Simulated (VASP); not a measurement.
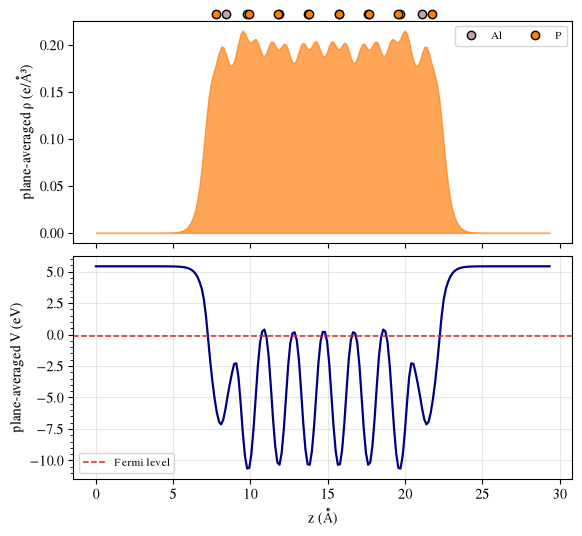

Figure. AlP (slab). Plane average of the electrostatic potential (local pseudopotential plus Hartree) felt by an electron and of the valence electron density across the slab. Circles mark the heights of the atoms.

Method: Kohn-Sham DFT of a periodic cell, LDA, VASP PAW LDA potentials, recommended in VASP.

In a PAW calculation such maps are meaningful between the atoms, not at the nuclei.

### How far above the Fermi level of the calculation is the vacuum level?

5.6 eV. The slab has a gap, so the Fermi level lies inside it and this isn't a work function in the metallic sense.

### How thick is the slab, and how wide the vacuum?

The outermost nuclei are 14.0 Å apart, in 10 atomic planes; the vacuum between periodic images is 15.5 Å wide.
